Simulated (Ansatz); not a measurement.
# MoS2: geometry relaxation (part 2 of 2)

MoS2 (9 atoms in the cell); DFT PBEsol, scalar-relativistic, plane waves, PAW, no spin polarisation (Ansatz 0.2.0); cutoff 420 eV, 12×12×2 k-mesh, Gaussian smearing of 0.02 eV. The structure derives from a Materials Project entry. It belongs to a series of runs on one base structure; here: biaxial strain in the a-b plane, c and atoms relaxed: -3.0 %.

Geometry of the input (Å; fractional positions):
```
3.0488  0.0000  0.0000
-1.5244  2.6403  0.0000
0.0000  0.0000  19.1946
Mo 0.0000  0.0000  0.0002
Mo 0.6667  0.3333  0.3336
Mo 0.3333  0.6667  0.6669
S  0.3333  0.6667  0.2510
S  0.6667  0.3333  0.0828
S  0.0000  0.0000  0.5843
S  0.3333  0.6667  0.4161
S  0.6667  0.3333  0.9176
S  0.0000  0.0000  0.7495
```

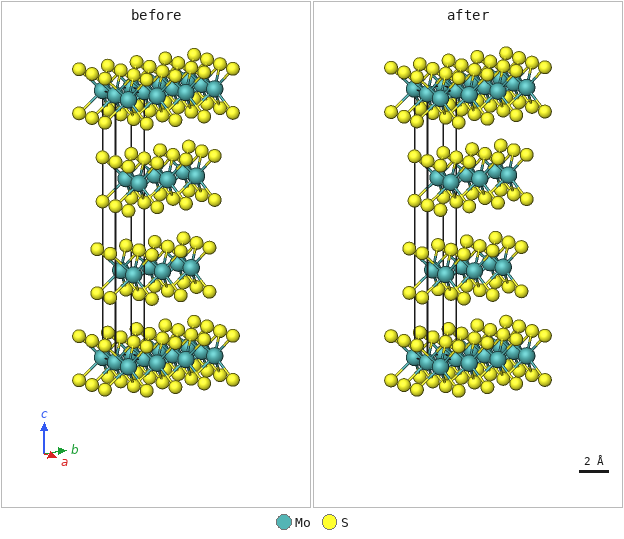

Figure 1. Before (left) and after (right) the relaxation, at one scale (ball-and-stick view of the cell of the calculation, repeated 2 × 3 × 1, with bonded neighbours outside it, seen slightly off an axis). The atoms keep their places relative to the cell (all moves are under 0.005 Å). The drawn cell changes as follows: a = b stay at 3.049 Å, c 19.195 → 19.296 Å (+0.5 %); the volume changes by +0.5 %. Distances before and after: Mo1–S5 2.368 → 2.373 Å. The space group stays R3m (No. 160). Over 4 geometry steps the energy falls by 0.4 meV per atom. The largest force component goes from 0.15 to under 0.0001 eV/Å. The pressure goes from 6.94 to 6.04 GPa. A last SCF at the same geometry on a re-selected plane-wave basis shifts the energy by next to nothing (0.0 meV per atom). (Atoms are counted from 1 in the order of the input.)

```
basis re-selected at this cell: Δ(F+E_penalty+E_count) = -7.402e-5 eV, ΔP = +0.000 GPa vs the last step (what re-selecting the basis moved, of the pressure what is left beyond the Pulay correction that the steps carried, after the strain that the cell walked since its last selection, with what the two solves' SCF thresholds leave and, on support functions, any second-order correction that the steps lacked; it is no measure of the basis error at this ecutwfc). This SCF's stress stands 2.32e-3 GPa from its target on what of the cell is left free (relax.cell.stress_tol is 1.50e-2 GPa) and its largest allowed force component is 4.12e-5 eV/Å (relax.f_tol is 8.00e-3 eV/Å): within both
SCF converged after 6 iterations
Free energy (F): -20010.240430 eV
Harris-Foulkes:  -20010.240430 eV  (|F-HF|=7.28e-12)
Internal energy: -20010.240430 eV  (E = F + TS)
E sigma→0 (E₀):  -20010.240430 eV
Fermi energy:    11.490101 eV
--- Per-component energies (eV) ---
  E_band       = -437.523943
  E_kinetic    = 1980.309781
  E_local      = -6374.740272  (includes V_loc(G=0)·N_el)
  E_nonlocal   = 605.064131
  E_hartree    = 2518.192760
  E_xc         = -1131.430264
  E_vxc        = -1219.523796  (∫ρ·V_xc dr)
  E_paw        = -12936.380584  (= ΣΔE_a)
  E_vpaw       = -465.019393  (= ΣTr[D̂ρ^β])
  E_aug_tail   = 0.000096  (compensation charges beyond the density's cutoff)
  E_ewald      = -4672.255672
  E_core_change = 0.999594  (= ΣΔE_core)
  E_smearing   = -0.000000  (= −TS)
  E_closure    = -0.000000  (closes the sum)
  Σ components = -20010.240430   (vs F -20010.240430, Δ=0.00e0)
--- Forces (eV/Å), atoms counted from 1 ---
  atom   1  Mo     0.00000000    -0.00000000    -0.00000663
  atom   2  Mo     0.00000000    -0.00000000    -0.00000663
  atom   3  Mo     0.00000000    -0.00000000    -0.00000663
  atom   4  S      0.00000000    -0.00000000     0.00004124
  atom   5  S      0.00000000     0.00000000    -0.00003457
  atom   6  S      0.00000000    -0.00000000     0.00004124
  atom   7  S      0.00000000     0.00000000    -0.00003457
  atom   8  S      0.00000000     0.00000000     0.00004124
  atom   9  S      0.00000000     0.00000000    -0.00003457
  max |Σ_I F_I| component: 1.39e-7 eV/Å
--- Stress (GPa, compression-positive) ---
        9.055962       0.000000       0.000000
        0.000000       9.055962      -0.000000
        0.000000      -0.000000       0.002325
  P = ⅓ Tr σ = 6.0381 GPa (60.381 kbar)
--- Band table (eV; the first three rows and the last of 38) ---
  k-point 0: bands = ["-49.9659", "-49.9659", "-49.9659", "-24.2429", "-24.2429", "-24.2428", "-23.8402", "-23.8402", "-23.8402", "-23.8402", "-23.8402", "-23.8402", "-3.9596", "-3.8282", "-3.8282", "-2.6255", "-2.6255", "-2.4009", "4.2179", "4.7553", "4.7553", "7.9290", "7.9290", "8.2317", "8.2317", "8.2317", "8.2317", "8.2369", "8.2369", "9.4483", "9.4483", "9.4595", "9.4595", "9.4595", "9.4595", "9.4897", "9.6839", "10.7328", "10.7328", "13.7647", "13.7647", "13.8051", "13.8051", "13.8051", "13.8051", "13.9694", "13.9694", "13.9694"]
  k-point 1: bands = ["-49.9659", "-49.9659", "-49.9659", "-24.2429", "-24.2429", "-24.2429", "-23.8403", "-23.8403", "-23.8403", "-23.8403", "-23.8403", "-23.8403", "-3.9198", "-3.9198", "-3.7737", "-2.7096", "-2.4725", "-2.4725", "4.3788", "4.3788", "4.9909", "7.5521", "8.2299", "8.2299", "8.2352", "8.2352", "8.2352", "8.2352", "8.7290", "8.7290", "9.4520", "9.4520", "9.4520", "9.4520", "9.4632", "9.4632", "10.2934", "10.2934", "10.8806", "13.7766", "13.7766", "13.7766", "13.7766", "13.8244", "13.8244", "13.9446", "13.9446", "14.0092"]
  k-point 2: bands = ["-49.9615", "-49.9615", "-49.9615", "-24.2349", "-24.2349", "-24.2348", "-23.8802", "-23.8802", "-23.8802", "-23.8492", "-23.8492", "-23.8492", "-3.8364", "-3.7057", "-3.7056", "-2.5675", "-2.5674", "-2.3501", "4.3593", "4.8916", "4.8917", "7.7228", "7.7232", "7.9636", "7.9681", "7.9689", "8.3582", "8.3628", "8.3666", "8.6924", "9.2534", "9.2594", "9.2713", "9.4581", "9.4742", "9.7217", "9.9973", "10.6658", "10.6662", "13.5783", "13.6151", "13.6279", "13.6486", "13.6726", "13.6937", "13.7945", "13.8411", "13.8778"]
  k-point 37: bands = ["-49.8913", "-49.8913", "-49.8913", "-24.2694", "-24.2694", "-24.2694", "-24.2106", "-24.2106", "-24.2106", "-24.1074", "-24.1074", "-24.1074", "-1.3047", "-1.3047", "-1.3047", "-1.1463", "-1.1463", "-1.1463", "4.7805", "4.7805", "4.7805", "5.6464", "5.6464", "5.6464", "6.2308", "6.2308", "6.2308", "7.0412", "7.0412", "7.0412", "7.4732", "7.4732", "7.4732", "8.2335", "8.2335", "8.2335", "10.6811", "10.6811", "10.6811", "12.8674", "12.8674", "12.8674", "13.4098", "13.4098", "13.4098", "14.4972", "14.4972", "14.4972"]
--- Relaxed structure (5 steps of the walk, 5 accepted, 1 SCFs on fresh bases) ---
  F+E_penalty+E_count = -20010.24043008 eV   max|allowed force component| = 4.122e-5 eV/Å   (the final SCF, on the basis selected at the relaxed cell)
  cell:  # Å, volume = 155.3275 Å³
    - [3.0487776504865853, 2.886752630386768e-11, 1.5482588426478801e-18]
    - [-1.5243888252682927, 2.6403188957971837, -1.0321725617690227e-18]
    - [9.747566990591983e-18, -1.875920141919086e-18, 19.295951787428802]
  atoms:
    - { symbol: Mo, position: [-2.930446162360169e-22, 7.326115406044214e-23, 0.000230803514383445] }
    - { symbol: Mo, position: [0.6666666666666667, 0.33333333333333337, 0.3335641368477168] }
    - { symbol: Mo, position: [0.3333333333333333, 0.6666666666666667, 0.6668974701810501] }
    - { symbol: S, position: [0.3333333333333333, 0.6666666666666667, 0.25102791942372465] }
    - { symbol: S, position: [0.6666666666666667, 0.33333333333333337, 0.08274027709522529] }
    - { symbol: S, position: [2.6665355793818064e-20, -6.666338948558468e-21, 0.584361252757058] }
    - { symbol: S, position: [0.3333333333333333, 0.6666666666666667, 0.41607361042855856] }
    - { symbol: S, position: [0.6666666666666667, 0.33333333333333337, 0.9176945860903916] }
    - { symbol: S, position: [-2.6372311177583552e-20, 6.593077794499503e-21, 0.749406943761892] }
```

Trajectory as extended XYZ (Å, eV, eV/Å), 6 frames, from step=1 to step=6
```
9
Lattice="3.0488 0.0000 0.0000 -1.5244 2.6403 0.0000 0.0000 0.0000 19.1946" Properties=species:S:1:pos:R:3:forces:R:3 step=1 energy=-20010.23702 pressure_GPa=6.94
Mo    0.0000    0.0000    0.0044    0.0000   0.0000  -0.0004
Mo    1.5244    0.8801    6.4026    0.0000   0.0000  -0.0004
Mo    0.0000    1.7602   12.8008    0.0000   0.0000  -0.0004
S     0.0000    1.7602    4.8174    0.0000   0.0000  -0.1459
S     1.5244    0.8801    1.5891    0.0000   0.0000   0.1462
S     0.0000    0.0000   11.2156    0.0000   0.0000  -0.1459
S     0.0000    1.7602    7.9873    0.0000   0.0000   0.1462
S     1.5244    0.8801   17.6138    0.0000   0.0000  -0.1459
S     0.0000    0.0000   14.3855    0.0000   0.0000   0.1462
9
Lattice="3.0488 0.0000 0.0000 -1.5244 2.6403 0.0000 0.0000 0.0000 19.2394" Properties=species:S:1:pos:R:3:forces:R:3 step=2 energy=-20010.24009 pressure_GPa=5.87
Mo    0.0000    0.0000    0.0044    0.0000   0.0000   0.0004
Mo    1.5244    0.8801    6.4176    0.0000   0.0000   0.0004
Mo    0.0000    1.7602   12.8307    0.0000   0.0000   0.0004
S     0.0000    1.7602    4.8231    0.0000   0.0000   0.0384
S     1.5244    0.8801    1.5984    0.0000   0.0000  -0.0389
S     0.0000    0.0000   11.2362    0.0000   0.0000   0.0384
S     0.0000    1.7602    8.0115    0.0000   0.0000  -0.0389
S     1.5244    0.8801   17.6494    0.0000   0.0000   0.0384
S     0.0000    0.0000   14.4247    0.0000   0.0000  -0.0389
9
Lattice="3.0488 0.0000 0.0000 -1.5244 2.6403 0.0000 0.0000 0.0000 19.2671" Properties=species:S:1:pos:R:3:forces:R:3 step=3 energy=-20010.24036 pressure_GPa=6.05
Mo    0.0000    0.0000    0.0045    0.0000   0.0000  -0.0003
Mo    1.5244    0.8801    6.4268    0.0000   0.0000  -0.0003
Mo    0.0000    1.7602   12.8492    0.0000   0.0000  -0.0003
S     0.0000    1.7602    4.8342    0.0000   0.0000   0.0014
S     1.5244    0.8801    1.5966    0.0000   0.0000  -0.0011
S     0.0000    0.0000   11.2565    0.0000   0.0000   0.0014
S     0.0000    1.7602    8.0189    0.0000   0.0000  -0.0011
S     1.5244    0.8801   17.6789    0.0000   0.0000   0.0014
S     0.0000    0.0000   14.4413    0.0000   0.0000  -0.0011
9
Lattice="3.0488 0.0000 0.0000 -1.5244 2.6403 0.0000 0.0000 0.0000 19.2868" Properties=species:S:1:pos:R:3:forces:R:3 step=4 energy=-20010.24036 pressure_GPa=6.05
Mo    0.0000    0.0000    0.0045    0.0000   0.0000  -0.0002
Mo    1.5244    0.8801    6.4334    0.0000   0.0000  -0.0002
Mo    0.0000    1.7602   12.8623    0.0000   0.0000  -0.0002
S     0.0000    1.7602    4.8408    0.0000   0.0000  -0.0011
S     1.5244    0.8801    1.5965    0.0000   0.0000   0.0014
S     0.0000    0.0000   11.2698    0.0000   0.0000  -0.0011
S     0.0000    1.7602    8.0254    0.0000   0.0000   0.0014
S     1.5244    0.8801   17.6987    0.0000   0.0000  -0.0011
S     0.0000    0.0000   14.4543    0.0000   0.0000   0.0014
9
Lattice="3.0488 0.0000 0.0000 -1.5244 2.6403 0.0000 0.0000 0.0000 19.2960" Properties=species:S:1:pos:R:3:forces:R:3 step=5 energy=-20010.24036 pressure_GPa=6.04
Mo    0.0000    0.0000    0.0045    0.0000   0.0000   0.0000
Mo    1.5244    0.8801    6.4364    0.0000   0.0000   0.0000
Mo    0.0000    1.7602   12.8684    0.0000   0.0000   0.0000
S     0.0000    1.7602    4.8438    0.0000   0.0000   0.0000
S     1.5244    0.8801    1.5966    0.0000   0.0000   0.0000
S     0.0000    0.0000   11.2758    0.0000   0.0000   0.0000
S     0.0000    1.7602    8.0285    0.0000   0.0000   0.0000
S     1.5244    0.8801   17.7078    0.0000   0.0000   0.0000
S     0.0000    0.0000   14.4605    0.0000   0.0000   0.0000
9
Lattice="3.0488 0.0000 0.0000 -1.5244 2.6403 0.0000 0.0000 0.0000 19.2960" Properties=species:S:1:pos:R:3:forces:R:3 step=6 energy=-20010.24043 pressure_GPa=6.04
Mo    0.0000    0.0000    0.0045    0.0000   0.0000   0.0000
Mo    1.5244    0.8801    6.4364    0.0000   0.0000   0.0000
Mo    0.0000    1.7602   12.8684    0.0000   0.0000   0.0000
S     0.0000    1.7602    4.8438    0.0000   0.0000   0.0000
S     1.5244    0.8801    1.5966    0.0000   0.0000   0.0000
S     0.0000    0.0000   11.2758    0.0000   0.0000   0.0000
S     0.0000    1.7602    8.0285    0.0000   0.0000   0.0000
S     1.5244    0.8801   17.7078    0.0000   0.0000   0.0000
S     0.0000    0.0000   14.4605    0.0000   0.0000   0.0000
```

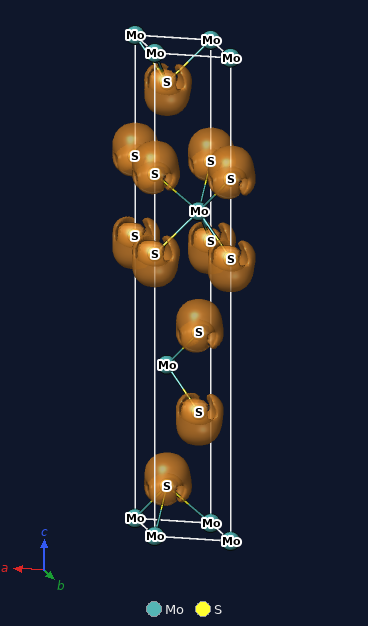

Figure 2. Isosurface of the ELF at 0.8 (orange), seen at an oblique angle. Only the valence region is drawn (cores and ρ < 0.01 e/Å³ removed). Sticks mark near contacts. The outline is the cell set on symmetry axes. Profiles from the grid: Mo–S (2.37 Å): the ELF is about 0.45 at the midpoint. The fields are those of the smooth PAW valence density.

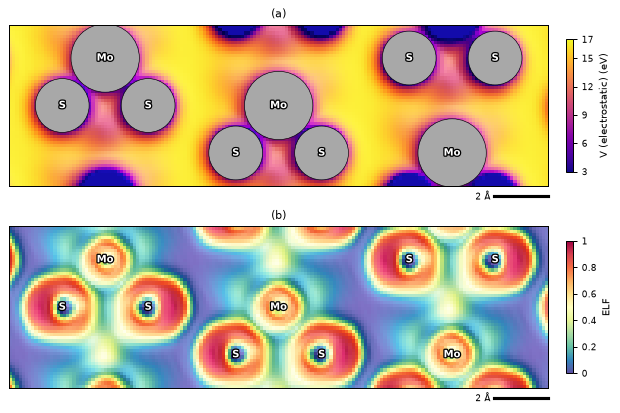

Figure 3. (a) electrostatic potential energy of an electron; (b) electron localisation function on the (110) plane of the conventional cell. Grey discs, where drawn, cover atomic cores. The section cuts through Mo and S sites. Mo–S (2.37 Å): the ELF is about 0.45 at the midpoint. The strong features right at Mo lie inside the PAW spheres (semicore, d or f shells) and say nothing about bonding. Outside the cores the potential energy rises away from the atoms and is highest about 2.4 Å from the nearest atoms; outside the discs it spans about 13 eV, and its zero is arbitrary.

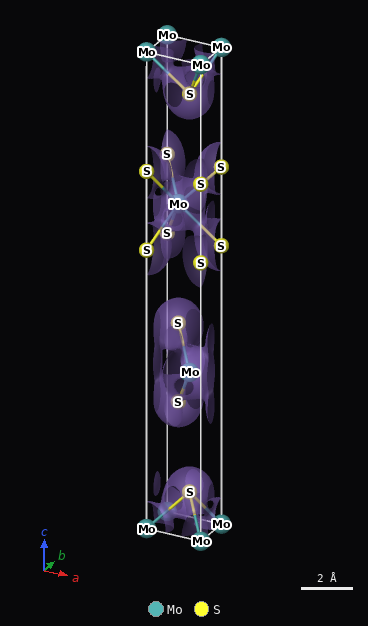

Figure 4. Isosurface of the valence charge density (pseudo) at 0.5 e/Å³ (purple), seen slightly off an axis. Sticks mark near contacts. The outline is the cell set on symmetry axes. At this value the density is joined into sheets; it holds about 70 % of the electrons treated as valence (semicore included). On the grid the lowest density along these lines, outside the cores, is 0.64 e/Å³ (Mo–S, 2.37 Å).
